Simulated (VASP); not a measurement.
# AgCl (Chlorargyrite): structure and properties in VASP, part 5 of 5

Wanted: the relaxed cell of AgCl (Chlorargyrite) and its properties. The start is a cell from a database of measured crystal structures.

VASP 6.6.1; r2SCAN with rVV10; plane waves and PAW (Ag, Cl).

So far, gap on the k-mesh (eV): step 2 (relaxing cell and atoms (r2SCAN + rVV10)) 1.44; step 6 (density of states (r2SCAN + rVV10)) 1.36. The relaxed cell has a = 5.496 Å (conventional setting).

The database entry behind the starting cell differs from later determinations by our own check (an axis about 1.4 % short against later determinations), so it need not match the best structure at ambient conditions.

### 8. Zone-centre phonons (r2SCAN + rVV10)

Zone-centre modes test whether the atoms sit at a minimum within this cell. IBRION = 6 takes the force constants from differences of forces between displaced cells, so the forces must be tight.

Input file INCAR:

```
SYSTEM = AgCl
PREC = Accurate
ENCUT = 400
EDIFF = 1E-08
NELM = 100
ISMEAR = 0
SIGMA = 0.05
LREAL = .FALSE.
ALGO = Normal
METAGGA = R2SCAN
LUSE_VDW = .TRUE.
IVDW_NL = 2
BPARAM = 11.95
CPARAM = 0.0093
LASPH = .TRUE.
NBANDS = 15
LORBIT = 11
LWAVE = .FALSE.
LCHARG = .FALSE.
KPAR = 2
IBRION = 6
NFREE = 2
POTIM = 0.015
ISIF = 2
NSW = 1
```

Input file POSCAR:

```
AgCl
1.0
    0.0000000000      2.7478564130      2.7478564130
    2.7478564130      0.0000000000      2.7478564130
    2.7478564130      2.7478564130      0.0000000000
Ag Cl
1 1
Direct
    0.0000000000      0.0000000000      0.0000000000
    0.5000000000      0.5000000000      0.5000000000
```

Input file KPOINTS:

```
Automatic mesh
0
Gamma
7 7 7
0 0 0
```

Potentials, in the order of the species: Ag and Cl (PBE family, release 64).

The run is started by

```bash
$ mpirun -np 2 vasp_std
```

Log:

```text
[... set-up lines as in an earlier step ...]
 entering main loop
       N       E                     dE             d eps       ncg     rms          rms(c)
Total rVV10 correction in eV:      0.5283850    21.5737324
Total rVV10 correction in eV:      0.5283850    21.5737324
[... 5 cycles as in an earlier step ...]
Total rVV10 correction in eV:      0.5277105    21.5737320
Total rVV10 correction in eV:      0.5277105    21.5737320
[... 1 cycle as in an earlier step ...]
Total rVV10 correction in eV:      0.5332129    21.5737320
Total rVV10 correction in eV:      0.5332129    21.5737320
[... 1 cycle as in an earlier step ...]
Total rVV10 correction in eV:      0.5417123    21.5737320
Total rVV10 correction in eV:      0.5417123    21.5737320
[... 1 cycle as in an earlier step ...]
Total rVV10 correction in eV:      0.5438852    21.5737320
Total rVV10 correction in eV:      0.5438852    21.5737320
[... 1 cycle as in an earlier step ...]
Total rVV10 correction in eV:      0.5433525    21.5737320
Total rVV10 correction in eV:      0.5433525    21.5737320
[... 1 cycle as in an earlier step ...]
Total rVV10 correction in eV:      0.5429776    21.5737320
Total rVV10 correction in eV:      0.5429776    21.5737320
[... 1 cycle as in an earlier step ...]
Total rVV10 correction in eV:      0.5429880    21.5737320
Total rVV10 correction in eV:      0.5429880    21.5737320
[... 1 cycle as in an earlier step ...]
Total rVV10 correction in eV:      0.5431138    21.5737320
Total rVV10 correction in eV:      0.5431138    21.5737320
[... 1 cycle as in an earlier step ...]
Total rVV10 correction in eV:      0.5430980    21.5737320
Total rVV10 correction in eV:      0.5430980    21.5737320
DAV:  14    -0.280918513222E+02    0.36407E-06   -0.95950E-07   747   0.118E-02    0.212E-03
Total rVV10 correction in eV:      0.5430913    21.5737320
Total rVV10 correction in eV:      0.5430913    21.5737320
DAV:  15    -0.280918511593E+02    0.16289E-06   -0.15491E-07   796   0.413E-03    0.305E-04
Total rVV10 correction in eV:      0.5430911    21.5737320
Total rVV10 correction in eV:      0.5430911    21.5737320
DAV:  16    -0.280918511477E+02    0.11656E-07   -0.29677E-09   482   0.621E-04    0.943E-05
Total rVV10 correction in eV:      0.5430910    21.5737320
Total rVV10 correction in eV:      0.5430910    21.5737320
DAV:  17    -0.280918511420E+02    0.56623E-08   -0.38334E-10   419   0.154E-04
Total rVV10 correction in eV:      0.5430907    21.5737320
Total rVV10 correction in eV:      0.5430907    21.5737320
Total rVV10 correction in eV:      0.5430909    21.5737320
Total rVV10 correction in eV:      0.5430909    21.5737320
   1 F= -.28091851E+02 E0= -.28091851E+02  d E =-.413271E-19
 Found     2 degrees of freedom:
 Finite differences POTIM= 0.01500 DOF=   2
 bond charge predicted
       N       E                     dE             d eps       ncg     rms          rms(c)
Total rVV10 correction in eV:      0.5430992    21.5737320
Total rVV10 correction in eV:      0.5430992    21.5737320
DAV:   1    -0.280879857680E+02    0.38654E-02   -0.16327E+00  1200   0.754E+00    0.978E-02
Total rVV10 correction in eV:      0.5430901    21.5737322
Total rVV10 correction in eV:      0.5430901    21.5737322
DAV:   2    -0.280916696444E+02   -0.36839E-02   -0.11368E-02  1403   0.883E-01    0.245E-02
Total rVV10 correction in eV:      0.5430907    21.5737322
Total rVV10 correction in eV:      0.5430907    21.5737322
DAV:   3    -0.280916730875E+02   -0.34431E-05   -0.14119E-04  1487   0.863E-02    0.137E-02
Total rVV10 correction in eV:      0.5430936    21.5737322
Total rVV10 correction in eV:      0.5430936    21.5737322
DAV:   4    -0.280916772873E+02   -0.41998E-05   -0.48814E-06  1480   0.182E-02    0.634E-03
Total rVV10 correction in eV:      0.5430934    21.5737322
Total rVV10 correction in eV:      0.5430934    21.5737322
DAV:   5    -0.280916784081E+02   -0.11208E-05   -0.18194E-06  1438   0.985E-03    0.152E-03
Total rVV10 correction in eV:      0.5430929    21.5737322
Total rVV10 correction in eV:      0.5430929    21.5737322
DAV:   6    -0.280916783977E+02    0.10410E-07   -0.64942E-08  1459   0.183E-03    0.677E-04
Total rVV10 correction in eV:      0.5430930    21.5737322
Total rVV10 correction in eV:      0.5430930    21.5737322
DAV:   7    -0.280916783845E+02    0.13238E-07   -0.25295E-08  1367   0.112E-03    0.212E-04
Total rVV10 correction in eV:      0.5430932    21.5737322
Total rVV10 correction in eV:      0.5430932    21.5737322
DAV:   8    -0.280916783876E+02   -0.31596E-08   -0.52187E-09   782   0.532E-04
Total rVV10 correction in eV:      0.5430933    21.5737322
Total rVV10 correction in eV:      0.5430933    21.5737322
Total rVV10 correction in eV:      0.5430932    21.5737322
Total rVV10 correction in eV:      0.5430932    21.5737322
   2 F= -.28091678E+02 E0= -.28091678E+02  d E =-.663462E-19
[...]
3 F= -.28091678E+02 E0= -.28091678E+02  d E =-.878837E-19
[...]
4 F= -.28091670E+02 E0= -.28091670E+02  d E =-.310619E-18
 Finite differences progress:
  Degree of freedom:   2/  2
  Displacement:        1/  2
  Total:               3/  4
 bond charge predicted
       N       E                     dE             d eps       ncg     rms          rms(c)
Total rVV10 correction in eV:      0.5430672    21.5737319
Total rVV10 correction in eV:      0.5430672    21.5737319
DAV:   1    -0.280849573195E+02    0.67132E-02   -0.10728E+00  1200   0.619E+00    0.267E-01
Total rVV10 correction in eV:      0.5430603    21.5737319
Total rVV10 correction in eV:      0.5430603    21.5737319
DAV:   2    -0.280917576823E+02   -0.68004E-02   -0.59383E-02  1396   0.174E+00    0.570E-02
Total rVV10 correction in eV:      0.5430754    21.5737319
Total rVV10 correction in eV:      0.5430754    21.5737319
DAV:   3    -0.280916986999E+02    0.58982E-04   -0.30444E-04  1529   0.157E-01    0.367E-02
Total rVV10 correction in eV:      0.5430938    21.5737319
Total rVV10 correction in eV:      0.5430938    21.5737319
DAV:   4    -0.280916669749E+02    0.31725E-04   -0.20615E-04  1452   0.101E-01    0.168E-02
Total rVV10 correction in eV:      0.5430935    21.5737319
Total rVV10 correction in eV:      0.5430935    21.5737319
DAV:   5    -0.280916721005E+02   -0.51257E-05   -0.40944E-05  1375   0.388E-02    0.148E-02
Total rVV10 correction in eV:      0.5430936    21.5737319
Total rVV10 correction in eV:      0.5430936    21.5737319
DAV:   6    -0.280916714675E+02    0.63303E-06   -0.58237E-07  1543   0.644E-03    0.996E-03
Total rVV10 correction in eV:      0.5430931    21.5737319
Total rVV10 correction in eV:      0.5430931    21.5737319
DAV:   7    -0.280916704353E+02    0.10322E-05   -0.56780E-06  1458   0.175E-02    0.436E-03
Total rVV10 correction in eV:      0.5430931    21.5737319
Total rVV10 correction in eV:      0.5430931    21.5737319
DAV:   8    -0.280916704622E+02   -0.26895E-07   -0.75200E-07  1354   0.654E-03    0.513E-03
Total rVV10 correction in eV:      0.5430931    21.5737319
Total rVV10 correction in eV:      0.5430931    21.5737319
DAV:   9    -0.280916704692E+02   -0.70270E-08   -0.24667E-08  1529   0.129E-03
Total rVV10 correction in eV:      0.5430929    21.5737319
Total rVV10 correction in eV:      0.5430929    21.5737319
Total rVV10 correction in eV:      0.5430931    21.5737319
Total rVV10 correction in eV:      0.5430931    21.5737319
   5 F= -.28091670E+02 E0= -.28091670E+02  d E =-.298133E-18
 Finite differences progress:
  Degree of freedom:   2/  2
  Displacement:        2/  2
  Total:               4/  4
```

Elapsed: 8.3 min, on 2 MPI ranks of AMD EPYC 7R43, shared host; peak memory 0.47 GiB; 16 min of CPU time.

Parts of OUTCAR (step 8):

```text
   NELECT =      18.0000    total number of electrons

 E-fermi :   4.1105

 k-point     1 :       0.0000    0.0000    0.0000
  band No.  band energies     occupation
    ...
      5       1.3383      2.00000
      6       1.3640      2.00000
      7       1.3640      2.00000
      8       1.3916      2.00000
      9       1.4264      2.00000
     10       5.2545      0.00000
     11      15.1717      0.00000
     12      15.1721      0.00000
     13      15.1721      0.00000
     14      16.5041      0.00000
    ...

  Total       -0.0068500     -0.0102453     -0.0102453     -0.0000000      0.0000000      0.0000000
  in kB       -0.2644796     -0.3955701     -0.3955701     -0.0000000      0.0000000      0.0000000
  external PRESSURE =      -0.3518732 kB  Pullay stress =       0.0000000 kB

 POSITION                                       TOTAL-FORCE (eV/Angst)
 -----------------------------------------------------------------------------------
      0.00000      0.00000      0.00000        -0.023548      0.000000      0.000000
      2.73286      2.74786      2.74786         0.023548      0.000000      0.000000
 -----------------------------------------------------------------------------------
    total drift:                               -0.001559     -0.000000     -0.000000

  FREE ENERGIE OF THE ION-ELECTRON SYSTEM (eV)
  ---------------------------------------------------
  free  energy   TOTEN  =       -28.0916704692 eV

  energy  without entropy=      -28.0916704692  energy(sigma->0) =      -28.09167047

 Eigenvectors and eigenvalues of the dynamical matrix
 ----------------------------------------------------

   1 f  =    3.802788 THz    23.893619 2PiTHz  126.847338 cm-1    15.727058 meV
             X         Y         Z           dx          dy          dz
      0.000000  0.000000  0.000000     0.000000    0.498871    0.000000
      2.747856  2.747856  2.747856     0.000000   -0.866676    0.000000

   2 f  =    3.802788 THz    23.893619 2PiTHz  126.847338 cm-1    15.727058 meV
             X         Y         Z           dx          dy          dz
      0.000000  0.000000  0.000000    -0.498871    0.000000    0.000000
      2.747856  2.747856  2.747856     0.866676    0.000000    0.000000

   3 f  =    3.802788 THz    23.893619 2PiTHz  126.847338 cm-1    15.727058 meV
             X         Y         Z           dx          dy          dz
      0.000000  0.000000  0.000000     0.000000    0.000000   -0.498871
      2.747856  2.747856  2.747856     0.000000    0.000000    0.866676

   4 f/i=    0.006623 THz     0.041613 2PiTHz    0.220917 cm-1     0.027390 meV
             X         Y         Z           dx          dy          dz
      0.000000  0.000000  0.000000     0.866676    0.000000    0.000000
      2.747856  2.747856  2.747856     0.498871    0.000000    0.000000

   5 f/i=    0.006623 THz     0.041613 2PiTHz    0.220917 cm-1     0.027390 meV
             X         Y         Z           dx          dy          dz
      0.000000  0.000000  0.000000     0.000000   -0.866676    0.000000
      2.747856  2.747856  2.747856     0.000000   -0.498871    0.000000

   6 f/i=    0.006623 THz     0.041613 2PiTHz    0.220917 cm-1     0.027390 meV
             X         Y         Z           dx          dy          dz
      0.000000  0.000000  0.000000     0.000000    0.000000    0.866676
      2.747856  2.747856  2.747856     0.000000    0.000000    0.498871

 ELASTIC MODULI CONTR FROM IONIC RELAXATION (kBar)
 Direction    XX          YY          ZZ          XY          YZ          ZX
 --------------------------------------------------------------------------------
 XX           0.0000      0.0000      0.0000      0.0000      0.0000      0.0000
 YY           0.0000      0.0000      0.0000      0.0000      0.0000      0.0000
 ZZ           0.0000      0.0000      0.0000      0.0000      0.0000      0.0000
 XY           0.0000      0.0000      0.0000      0.0000      0.0000      0.0000
 YZ           0.0000      0.0000      0.0000      0.0000      0.0000      0.0000
 ZX           0.0000      0.0000      0.0000      0.0000      0.0000      0.0000
 --------------------------------------------------------------------------------

[... 8 parts as in an earlier step ...]

[... 9 further parts left out ...]
```

The last energy, forces, stress and levels in OUTCAR belong to the last displaced cell, not to the cell of POSCAR.

This step gave:

| Quantity | Value |
| --- | --- |
| bands | 15 |
| irreducible k-points | 20 |
| pressure of the cell | -0.03965 GPa |
| largest force of the cell | 0 eV/Å |

Transverse limit, no LO-TO splitting. The modes at Γ (shares of kinetic energy by element, %):

| mode | frequency (cm⁻¹) | symmetry | Ag % | Cl % |
| --- | --- | --- | --- | --- |
| 1 | -0.2 | acoustic | 75 | 25 |
| 2 | -0.2 | acoustic | 75 | 25 |
| 3 | -0.2 | acoustic | 75 | 25 |
| 4 | 126.8 | T1u | 25 | 75 |
| 5 | 126.8 | T1u | 25 | 75 |
| 6 | 126.8 | T1u | 25 | 75 |

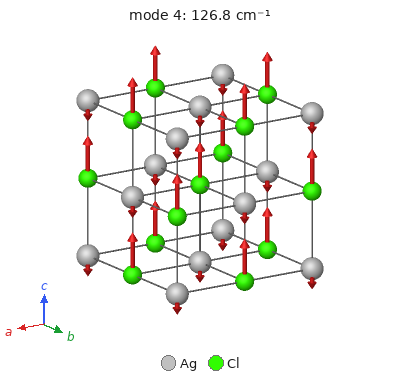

Displacement patterns of mode 4 at Γ; arrows are exaggerated. Some periodic images of atoms are drawn too.

The three acoustic modes lie within 0.2 cm⁻¹ of zero, and all others are real. Born charges and mode vectors give each infrared mode its dipole; summed over the modes, dipole squared over frequency squared adds 6.33 to the electronic 4.64, for a mean static constant of 11.0. With one infrared mode the Lyddane-Sachs-Teller relation, LO/TO = (ε0/ε∞)^½, puts the longitudinal line at 195 cm⁻¹. By the characters of their eigenvectors the optical modes sort into (cm⁻¹) infrared active: T1u 127.

### 9. Results

```
relaxed volume                                               : 20.75 Å³/atom
relaxed conventional cell a, b, c                            : 5.496, 5.496, 5.496 Å
space group after relaxing, within 0.02 Å                    : Fm-3m (No. 225)
band gap                                                     : 1.36 eV, indirect (least direct gap of that run 3.57 eV)
gap among the points of the DOS mesh alone, an upper bound   : 1.36 eV
electronic dielectric constant, mean                         : 4.64
static dielectric constant from modes and Born charges, mean : 11.0
LO mode by the Lyddane-Sachs-Teller relation                 : 195 cm⁻¹
highest zone-centre mode                                     : 127 cm⁻¹
```

With r2SCAN + rVV10, AgCl (Chlorargyrite) relaxes to 20.75 Å³/atom in space group Fm-3m (held by the symmetry of the run) and has an indirect gap of 1.36 eV. Against the listed cell the volume lies +1.4 %. Bands along the symmetry lines (r2SCAN + rVV10): On this path the gap is indirect, 1.36 eV, with the valence top at L and the conduction bottom at Γ. The least direct gap is 3.57 eV. Dielectric tensor and Born charges (r2SCAN + rVV10): The electronic dielectric tensor with local fields is isotropic, 4.64. Dielectric tensor and Born charges (r2SCAN + rVV10): Mean Born effective charge: Ag1 1.51, Cl2 -1.51 e. Zone-centre phonons (r2SCAN + rVV10): The highest mode in this list at Γ, 126.8 cm⁻¹, is mostly motion of Cl (75 % of the kinetic energy). Semilocal functionals usually underestimate gaps. Spin-orbit coupling is left out; it would split some degenerate bands. Modes at Γ alone can't show that the crystal is stable at other wave vectors, and the LO-TO splitting is not included. No search among competing phases was made, and a listed structure need not be the one stable at ambient conditions. All values are for a static lattice at zero temperature.

[Lines on the potential files, build, host, timing and source positions are cut from VASP's logs without a mark.]

[Logs are printed without paths, hosts, clocks, repeated set-up lines and the standing remarks that a program may print on its own settings, such as how far it seeks lower states.]

[Hosts, paths, dates, database ids (printed as entryN), source tags and the programs' standing remarks are cut or masked in the printed files.]

[A measured line is paired with the nearest computed mode of its activity, which favours agreement.]
